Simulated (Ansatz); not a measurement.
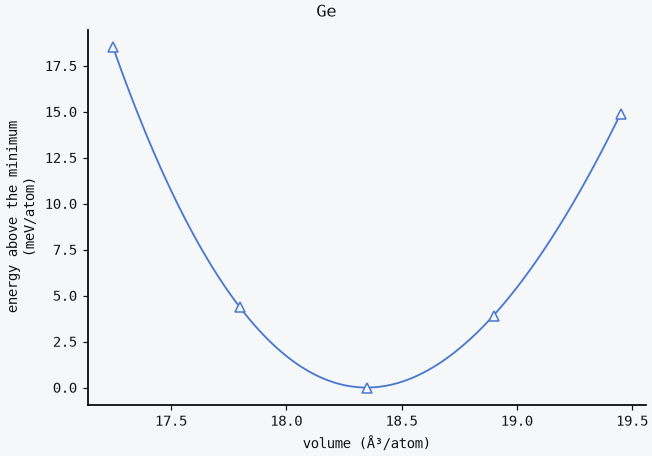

The figure shows the energy above the minimum against volume for Ge, space group I4_1/amd (No. 141).

Starting cell:
```cif
data_structure
_symmetry_space_group_name_H-M 'P 1'
_symmetry_Int_Tables_number 1
_cell_length_a 3.8844
_cell_length_b 3.8844
_cell_length_c 3.8844
_cell_angle_alpha 97.428
_cell_angle_beta 97.428
_cell_angle_gamma 137.854
_cell_volume 36.70
loop_
_atom_site_label
_atom_site_type_symbol
_atom_site_fract_x
_atom_site_fract_y
_atom_site_fract_z
_atom_site_occupancy
Ge1 Ge 0.25000 0.75000 0.50000 1
Ge2 Ge 0.50000 0.50000 0.00000 1
```

Calculation (Ansatz 0.2.0): third-order Birch-Murnaghan fit to density functional energies at scaled volumes of the given relaxed cell, shape and atoms relaxed at each volume; energies count from the fitted minimum; plane waves with PAW datasets, Γ-centred k mesh. Level: PBEsol, no spin polarisation.

```
       setting     value
   wave cutoff    420 eV
        k mesh  16×16×16
   occupations  Gaussian
smearing width    0.1 eV
```

From this curve and the settings, what does the calculation give for the pressure at the same points?

The pressure falls from 5.68 GPa at volume 17.248 Å³/atom to −4.06 GPa at 19.450 Å³/atom, and changes sign near 18.35 Å³/atom.

```json
{"volume (Å³/atom)": "17.248", "pressure (GPa)": "5.68"}
{"volume (Å³/atom)": "17.799", "pressure (GPa)": "2.61"}
{"volume (Å³/atom)": "18.349", "pressure (GPa)": "0.00"}
{"volume (Å³/atom)": "18.900", "pressure (GPa)": "-2.21"}
{"volume (Å³/atom)": "19.450", "pressure (GPa)": "-4.06"}
```
